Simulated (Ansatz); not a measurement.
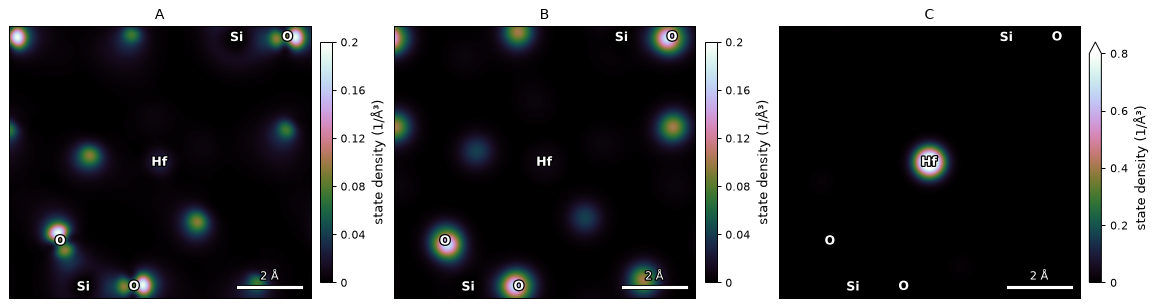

HfSiO$_{4}$: densities of the states in three energy windows, on the (111) plane of the conventional cell.

Space group I4_1/amd; not relaxed (largest force 0.3 eV/Å); the calculation finds a residual pressure of about 8 GPa at this fixed cell.

Computed with DFT PBE, scalar-relativistic, plane waves, PAW (Ansatz 0.2.0).

In a PAW calculation such maps are meaningful between the atoms, not at the nuclei.

> Match the panels to the energy ranges (zero at the valence-band maximum): −19.2 to −16.6 eV, −10.28 to −10.16 eV and −7.7 to −5.1 eV.

Panel A: −7.7 to −5.1 eV, the lower third of the upper valence band, mainly O 2p (70 %) and Hf 5d (10 %).
Panel B: −19.2 to −16.6 eV, a separate group of bands (semicore or deep states), mainly O 2s (75 %) and Si 3p (10 %).
Panel C: −10.28 to −10.16 eV, a separate group of bands, mainly Hf 4f (over 95 %).
The characters are Löwdin shares on a minimal set of atomic orbitals.
